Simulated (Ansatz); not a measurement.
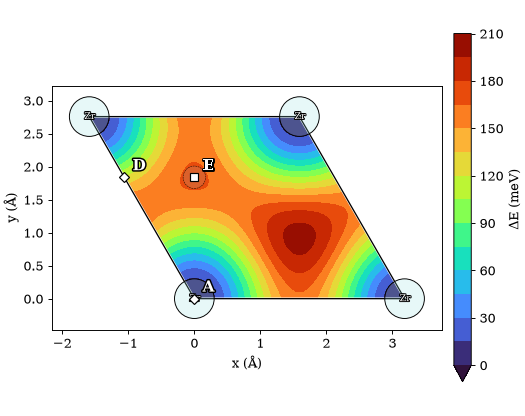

N₂ on a Zr(001) slab cut from the P6_3/mmc phase, its upper half relaxed before the scan (16 atoms of substrate and one adsorbate in a 2 × 2 cell). 
- N2 is moved over the surface cell at a fixed height above a rigid substrate; the origin of the map has the adsorbate above Zr13; the height is held at 3.00 Å.
- Places are given modulo a cell vector. The map is drawn in real space over the plane of the surface.
- The grid has 6 × 6 points; 10 points were computed and 26 follow by symmetry.
- Places are given in fractions of the 1 × 1 surface cell.
- Energies are in meV, from the lowest grid point.
- At a fixed height the lowest place need not be the adsorption site.
- Theory: DFT PBE+D3(BJ), scalar-relativistic, plane waves, PAW (Ansatz). Settings: cutoff 420 eV, k-mesh 6×6×1, gaussian smearing 0.1 eV, no spin polarisation.

Drawn: filled contours, labelled circles for the atoms of the top layer and small ones for the second layer, the outline of one cell of the plane, lettered points. Between grid points the surface is interpolated.

What kind of point is each of A, D, E: minimum, saddle, maximum or slope?

Answer. A: minimum; D: on a slope; E: maximum. (In these two coordinates alone; a stationary point may lie a little off the grid point.)

Rank the lettered points by energy, lowest first.

Answer. A (0 meV), D (119 meV), E (168 meV).
